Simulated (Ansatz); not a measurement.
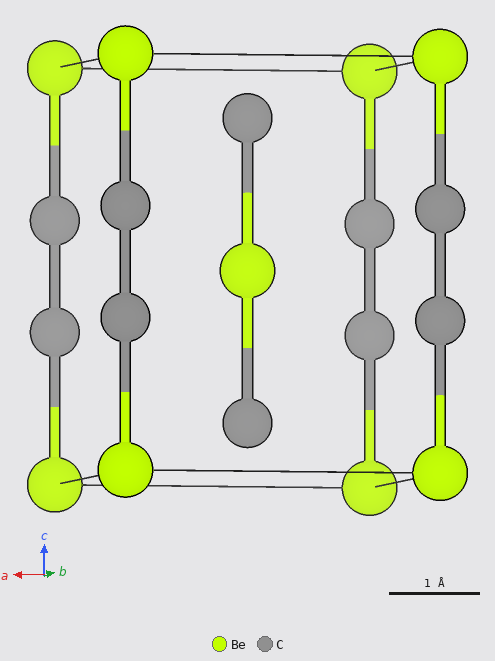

Phonons of crystalline BeC₂ (a generated structure), space group I4/mmm (No. 139), at the zone centre. Style: ball-and-stick. Shown: the conventional cell (2 times the calculation's cell), from a free direction. Lengths and directions refer to the drawn axes.

Level of theory: Ansatz 0.2.0, DFT PBEsol, scalar-relativistic, plane waves, PAW.

Input file:
```yaml
crystal:
  lattice:
    - [-1.805339629, 1.805339629, 2.333813726]
    - [1.805339629, -1.805339629, 2.333813726]
    - [1.805339629, 1.805339629, -2.333813726]
  atoms:
    - { symbol: Be, position: [0.0, 0.0, 0.0] }
    - { symbol: C, position: [0.6339862762, 0.6339862762, 0.0] }
    - { symbol: C, position: [0.3660137238, 0.3660137238, 0.0] }
basis:
  ecutwfc: 420
kpoints:
  mp_grid: { grid: [10, 10, 10] }
hamiltonian:
  xc: pbesol
scf:
  occupations: { method: fixed }
output:
  eigenvalues: true
phonons:
  method: dfpt
  dielectric: true
  rigid_motions: translations
  raman: true
  eigenvectors: true
```

Frequencies are those without the non-analytic (LO–TO) term.

> Give the spectrum at this point.

The calculation's cell holds 3 atoms, so there are 6 optical modes, in 4 levels. The optical modes span E_u + E_g + A₂u + A₁g. One level is unstable (imaginary frequency).

```
level  symmetry  frequency (cm⁻¹)         activity
    1       E_u              401i  infrared-active
    2       E_g               426     Raman-active
    3       A₂u              1071  infrared-active
    4       A₁g              1958     Raman-active
```

The displacement patterns (one member of each degenerate set):

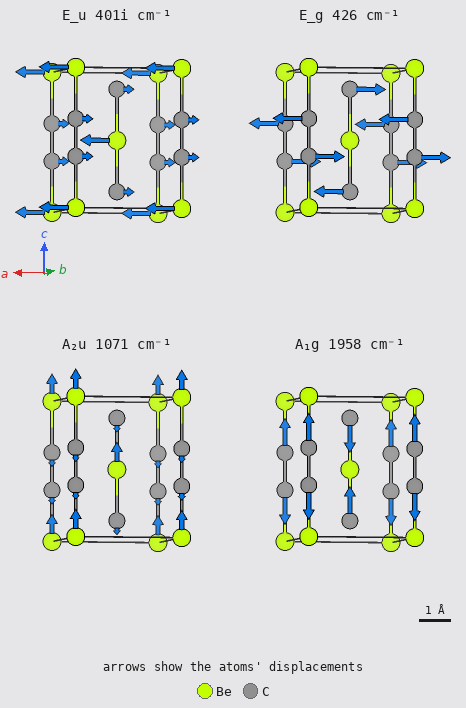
